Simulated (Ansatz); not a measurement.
Consider Al32Au (cell with a defect).

Input

```
crystal:
  lattice:
    - [8.1, 0.0, 0.0]
    - [0.0, 8.1, 0.0]
    - [0.0, 0.0, 8.1]
  atoms:
    - { symbol: Al, position: [0.5, 0.0, 0.0] }
    - { symbol: Al, position: [0.75, 0.25, 0.0] }
    - { symbol: Al, position: [0.75, 0.0, 0.25] }
    - { symbol: Al, position: [0.0, 0.0, 0.0] }
    - { symbol: Al, position: [0.25, 0.25, 0.0] }
    - { symbol: Al, position: [0.5, 0.5, 0.0] }
    - { symbol: Al, position: [0.75, 0.75, 0.0] }
    - { symbol: Al, position: [0.25, 0.0, 0.25] }
    - { symbol: Al, position: [0.5, 0.25, 0.25] }
    - { symbol: Al, position: [0.75, 0.5, 0.25] }
    - { symbol: Al, position: [0.5, 0.0, 0.5] }
    - { symbol: Al, position: [0.75, 0.25, 0.5] }
    - { symbol: Al, position: [0.75, 0.0, 0.75] }
    - { symbol: Al, position: [0.0, 0.5, 0.0] }
    - { symbol: Al, position: [0.25, 0.75, 0.0] }
    - { symbol: Al, position: [0.0, 0.25, 0.25] }
    - { symbol: Al, position: [0.25, 0.5, 0.25] }
    - { symbol: Al, position: [0.5, 0.75, 0.25] }
    - { symbol: Al, position: [0.0, 0.0, 0.5] }
    - { symbol: Al, position: [0.25, 0.25, 0.5] }
    - { symbol: Al, position: [0.5, 0.5, 0.5] }
    - { symbol: Al, position: [0.75, 0.75, 0.5] }
    - { symbol: Al, position: [0.25, 0.0, 0.75] }
    - { symbol: Al, position: [0.5, 0.25, 0.75] }
    - { symbol: Al, position: [0.75, 0.5, 0.75] }
    - { symbol: Al, position: [0.0, 0.75, 0.25] }
    - { symbol: Al, position: [0.0, 0.5, 0.5] }
    - { symbol: Al, position: [0.25, 0.75, 0.5] }
    - { symbol: Al, position: [0.0, 0.25, 0.75] }
    - { symbol: Al, position: [0.25, 0.5, 0.75] }
    - { symbol: Al, position: [0.5, 0.75, 0.75] }
    - { symbol: Al, position: [0.0, 0.75, 0.75] }
    - { symbol: Au, position: [0.36638365, 0.87325477, 0.12263098] }
basis:
  ecutwfc: 420.0
kpoints:
  mp_grid: { grid: [3, 3, 3] }
hamiltonian:
  xc: pbe
  dispersion: d3bj
  pseudopotentials: { kind: paw, azcp: { folder: soft_1 } }
scf:
  occupations: { method: gaussian, width: 0.1 }
  lower_state_search: "off"
relax:
  f_tol: 0.03
  max_steps: 60
  adjacent_minimum: "off"
output:
  write_density: true
  write_potential: true
  elf: true
  volumetric_format: npy
```

Run with:

```sh
ansatz run input.yaml --threads 4 --pin off --max-ram 10240MiB --backend cpu --events-out ev --progress --plain --runs-dir out
```

The fields are those of the run's last geometry, not of the input's.

Computed without spin polarisation; PAW files of the earlier set (soft_1).

Computed with DFT PBE-D3(BJ), scalar-relativistic, plane waves, PAW (Ansatz 0.2.0).

Predict the valence pseudo-density and electron localisation function between the atoms.

Al–Au (2.46 Å): ρ is about 0.52 e/Å³ halfway; the ELF is about 0.50 at the midpoint.
Al–Al (2.65 Å): ρ at the midpoint is about 0.25 e/Å³; the ELF peaks at about 0.70 between the atoms.
Al–Al (2.72 Å): ρ is about 0.23 e/Å³ halfway; the ELF peaks at about 0.65 between the atoms.

Metal or insulator at this level of theory?

It is gapless in this calculation (a metal or semimetal).

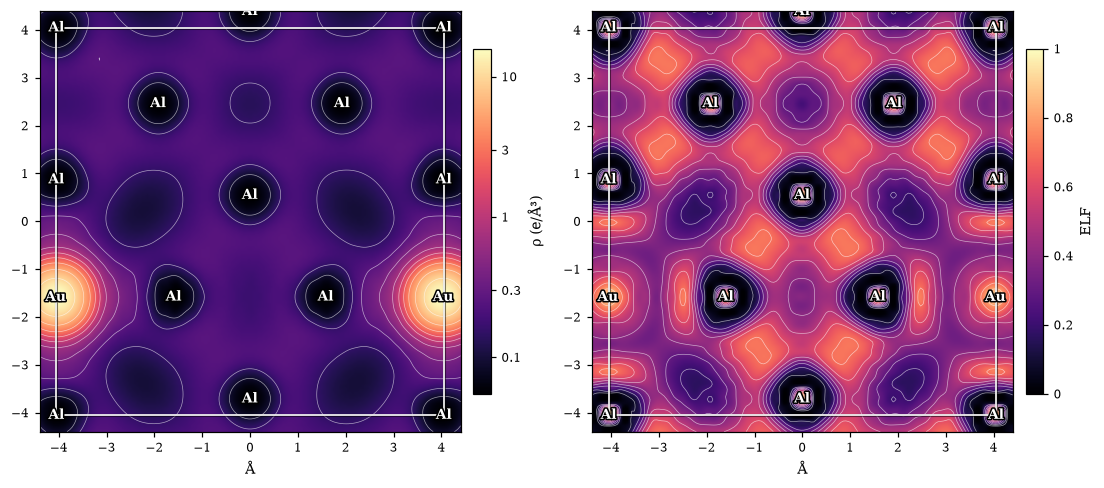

Computed valence pseudo-density and electron localisation function on the (010) plane of the calculation cell, in this order. 

Core electrons are frozen (PAW), and the valence fields are smoothed inside the atomic spheres.
